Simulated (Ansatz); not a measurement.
**What a change does: single-point calculation on WSe2**

System: WSe2 (P6₃/mmc, 6 atoms in the cell).
Method of run A: DFT PBE, scalar-relativistic, plane waves, PAW, no spin polarisation (Ansatz 0.2.0).

The structure derives from a Materials Project entry. Text and figures count atoms from 1; the logs count them from 0 in places.

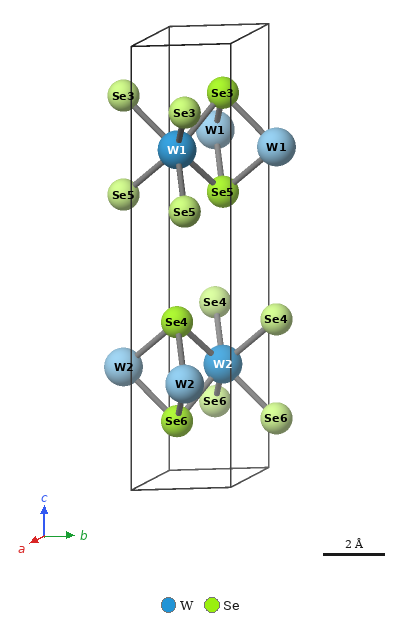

Fig. 1: The structure as given in the input (ball-and-stick view of the cell of the calculation, seen slightly off an axis; neighbours outside the cell are drawn fainter; atoms are numbered from 1 in the order of the input). Near neighbours in the crystal (not all of them lie inside the picture): W has 6 Se at 2.55 Å; Se has 3 W at 2.55 Å.

The input, run A:
```yaml
crystal:
  lattice:
    - [3.3209866793, 0.0, 0.0]
    - [-1.6604933396, 2.8760588299, 0.0]
    - [0.0, 0.0, 15.0438209013]
  atoms:
    - { symbol: W, position: [0.6666666667, 0.3333333333, 0.75] }
    - { symbol: W, position: [0.3333333333, 0.6666666667, 0.25] }
    - { symbol: Se, position: [0.3333333333, 0.6666666667, 0.861543119] }
    - { symbol: Se, position: [0.6666666667, 0.3333333333, 0.361543119] }
    - { symbol: Se, position: [0.3333333333, 0.6666666667, 0.638456881] }
    - { symbol: Se, position: [0.6666666667, 0.3333333333, 0.138456881] }
basis:
  ecutwfc: 420
kpoints:
  mp_grid: { grid: [12, 12, 2] }
  band_path: { path: [VBM, CBM], npoints: 2 }
hamiltonian:
  xc: pbe
scf:
  occupations: { method: gaussian, width: 0.02 }
output:
  forces: true
  stress: true
  eigenvalues: true
checkpoint:
  read: start.run
  write: ck
  compress: false
  write_wavefunctions: false
  write_every: 100000
```

Command:
```bash
ansatz run input.yaml --threads 1 --pin off --max-ram 2560MiB --backend cpu --events-out ev --progress --plain --runs-dir out
```

Hardware: 1 thread of Intel Xeon (Granite Rapids), 32 GiB of memory available, shared host.

Output, shortened to warnings, some set-up lines, iterations and results (run A):
```
Basis set: ecut = 420 eV, 2823 PW (Γ), exchange–correlation on 48×48×216 points (8 copies of the dense FFT grid, shifted against one another)
Symmetry: 24 space group operations
k-points: 38 of 288
Initial density: read from a saved state, or passed on in memory by an earlier SCF of this step, an earlier step, the calling program or the single point that the run made first
[...]
SCF iter   1: F=—  HF=-42649.329865 eV  |F-HF|=—  |Δ(HF+E_count)|=         —  Δρ=5.04e-7  dr2=4.89e-10  ethr=5.62e-8  ⟨swp⟩=4.0  Hψ=13981  notcnv=0
SCF iter   2: F=-42649.329865 eV  HF=-42649.329865 eV  |F-HF|=1.31e-10  |Δ(HF+E_count)|=   8.54e-9  Δρ=1.82e-7  dr2=1.13e-10  ethr=1.00e-12  ⟨swp⟩=7.6  Hψ=9017  notcnv=0
SCF 1 converged in 2 iterations: F = -42649.329865 eV  dr2 = 1.13e-10
NSCF: frozen V_eff on 28 k-points
NSCF: frozen V_eff on 28 k-points
NSCF: frozen V_eff on 28 k-points
NSCF: frozen V_eff on 28 k-points
NSCF: frozen V_eff on 8 k-points
NSCF: frozen V_eff on 21 k-points
NSCF: frozen V_eff on 16 k-points
NSCF: frozen V_eff on 13 k-points
NSCF: frozen V_eff on 17 k-points
NSCF: frozen V_eff on 3 k-points
NSCF: frozen V_eff on 7 k-points
NSCF: frozen V_eff on 5 k-points
NSCF: frozen V_eff on 13 k-points
NSCF: frozen V_eff on 3 k-points
SCF converged after 2 iterations
Free energy (F): -42649.329865 eV
Harris-Foulkes:  -42649.329865 eV  (|F-HF|=1.31e-10)
Internal energy: -42649.329865 eV  (E = F + TS)
E sigma→0 (E₀):  -42649.329865 eV
Fermi energy:    10.678042 eV
--- Per-component energies (eV) ---
  E_band       = -1930.956752
  E_kinetic    = 1375.194663
  E_local      = -14852.073952  (includes V_loc(G=0)·N_el)
  E_nonlocal   = -2379.723349
  E_hartree    = 7086.470863
  E_xc         = -951.261913
  E_vxc        = -871.101855  (∫ρ·V_xc dr)
  E_paw        = -24771.203923  (= ΣΔE_a)
  E_vpaw       = 623.809600  (= ΣTr[D̂ρ^β])
  E_aug_tail   = -0.002488  (compensation charges beyond the density's cutoff)
  E_ewald      = -8156.729767
  E_smearing   = -0.000000  (= −TS)
  E_closure    = -0.000000  (closes the sum)
  Σ components = -42649.329865   (vs F -42649.329865, Δ=0.00e0)
--- Forces (eV/Å), atoms counted from 1 ---
  atom   1  W     -0.00000000     0.00000000     0.00000000
  atom   2  W      0.00000000     0.00000000     0.00000000
  atom   3  Se     0.00000000    -0.00000000     0.00122295
  atom   4  Se     0.00000000     0.00000000     0.00122295
  atom   5  Se    -0.00000000    -0.00000000    -0.00122295
  atom   6  Se    -0.00000000     0.00000000    -0.00122295
  max |Σ_I F_I| component: 2.31e-18 eV/Å
--- Stress (GPa, compression-positive) ---
        0.000323      -0.000000       0.000000
       -0.000000       0.000323       0.000000
        0.000000       0.000000       0.037594
  P = ⅓ Tr σ = 0.0127 GPa (0.127 kbar)
```

For run B the input was changed thus:
```diff
+  ecutrho_ratio: 4
-  band_path: { path: [VBM, CBM], npoints: 2 }
+  convergence: { dr2_threshold: 0.0001 }
-checkpoint:
-  read: start.run
-  write: ck
-  compress: false
-  write_wavefunctions: false
-  write_every: 100000
```

Predict how the results change.

The energy doesn't change within 0.01 meV per atom. On the same kind of shared host run B took about 0.34 times as long.

Output, shortened to warnings, some set-up lines, iterations and results (run B):
```
Warning: scf.convergence.dr2_threshold = 1e-4 eV is looser than this run's default, which is 1e-7 eV or tighter. The error in the forces grows as the threshold's square root, so leave the key out unless less accurate forces are enough
Warning: output.stress: scf.convergence.dr2_threshold = 1e-4 eV is looser than the 6e-10 eV advised for a printed stress (1e-10 eV for each atom of the cell: 6). What an SCF threshold leaves in a stress goes as its square root, and in the free energy as the threshold itself, and one threshold admits the most on a small cell: of the crystals measured, under no hybrid functional and no lock of the …
Basis set: ecut = 420 eV, 2823 PW (Γ), exchange–correlation on 48×48×216 points (8 copies of the dense FFT grid, shifted against one another)
Symmetry: 24 space group operations
k-points: 38 of 288
Initial density: superposition of atomic densities (neutral atoms: chi_scale 0, normalization atom), corrected by the library's trained network
[...]
SCF iter   1: F=—  HF=-42649.321030 eV  |F-HF|=—  |Δ(HF+E_count)|=         —  Δρ=4.49e-3  dr2=3.01e-2  ethr=1.77e-3  ⟨swp⟩=6.8  Hψ=7946  notcnv=0  defer=5
SCF iter   2: F=—  HF=-42649.326423 eV  |F-HF|=—  |Δ(HF+E_count)|=   5.39e-3  Δρ=2.54e-3  dr2=5.34e-3  ethr=3.27e-5  ⟨swp⟩=2.0  Hψ=3315  notcnv=0  defer=112
SCF iter   3: F=—  HF=-42649.329509 eV  |F-HF|=—  |Δ(HF+E_count)|=   3.09e-3  Δρ=9.97e-4  dr2=2.26e-3  ethr=5.81e-6  ⟨swp⟩=2.0  Hψ=2868  notcnv=0  defer=36
SCF iter   4: F=—  HF=-42649.329833 eV  |F-HF|=—  |Δ(HF+E_count)|=   3.25e-4  Δρ=1.97e-4  dr2=1.22e-4  ethr=2.45e-6  ⟨swp⟩=2.0  Hψ=2653  notcnv=0  defer=36
SCF iter   5: F=-42649.329850 eV  HF=-42649.329853 eV  |F-HF|=2.82e-6  |Δ(HF+E_count)|=   1.98e-5  Δρ=8.79e-5  dr2=2.81e-5  ethr=1.32e-7  ⟨swp⟩=2.0  Hψ=3688  notcnv=0  …
SCF iter   6: F=-42649.329864 eV  HF=-42649.329859 eV  |F-HF|=4.74e-6  |Δ(HF+E_count)|=   5.95e-6  Δρ=4.22e-5  dr2=3.72e-6  ethr=3.05e-8  ⟨swp⟩=4.2  Hψ=8364  notcnv=0
SCF 1 converged in 6 iterations: F = -42649.329864 eV  dr2 = 3.72e-6
SCF converged after 6 iterations
Free energy (F): -42649.329864 eV
Harris-Foulkes:  -42649.329859 eV  (|F-HF|=4.74e-6)
Internal energy: -42649.329864 eV  (E = F + TS)
E sigma→0 (E₀):  -42649.329864 eV
Fermi energy:    10.677228 eV
--- Per-component energies (eV) ---
  E_band       = -1931.002491
  E_kinetic    = 1375.199786
  E_local      = -14852.139065  (includes V_loc(G=0)·N_el)
  E_nonlocal   = -2379.714953
  E_hartree    = 7086.531367
  E_xc         = -951.263307
  E_vxc        = -871.103671  (∫ρ·V_xc dr)
  E_paw        = -24771.211438  (= ΣΔE_a)
  E_vpaw       = 623.809068  (= ΣTr[D̂ρ^β])
  E_aug_tail   = -0.002488  (compensation charges beyond the density's cutoff)
  E_ewald      = -8156.729767
  E_smearing   = -0.000000  (= −TS)
  E_closure    = 0.000000  (closes the sum)
  Σ components = -42649.329864   (vs F -42649.329864, Δ=0.00e0)
--- Forces (eV/Å), atoms counted from 1 ---
  atom   1  W      0.00000000     0.00000000     0.00000000
  atom   2  W     -0.00000000    -0.00000000     0.00000000
  atom   3  Se     0.00000000    -0.00000000     0.00126625
  atom   4  Se    -0.00000000     0.00000000     0.00126625
  atom   5  Se     0.00000000    -0.00000000    -0.00126625
  atom   6  Se    -0.00000000     0.00000000    -0.00126625
  max |Σ_I F_I| component: 4.63e-18 eV/Å
--- Stress (GPa, compression-positive) ---
       -0.001013      -0.000000       0.000000
       -0.000000      -0.001013       0.000000
        0.000000       0.000000       0.038337
  P = ⅓ Tr σ = 0.0121 GPa (0.121 kbar)
```

The two runs side by side:

| quantity | run A | run B |
| --- | --- | --- |
| outcome | converged | converged |
| free energy per atom (eV) | −7108.2216 | −7108.2216 |
| gap on the mesh (eV) | 1.46 | 1.46 |
| pressure (GPa) | 0.01 | 0.01 |
| largest force (eV/Å) | 0.001 | 0.001 |
| irreducible k-points | 38 | 38 |
| plane waves at Γ | 2823 | 2823 |
| wall time (shared host) | 21 s | 7.2 s |

For both runs: Spin–orbit coupling is left out, which matters for W. For run B: These settings are looser than, or depart from, a standard set-up, so the numbers are not reference values for this system. Warnings: the SCF threshold is loose for the printed forces; the SCF threshold is looser than advised for the printed stress.
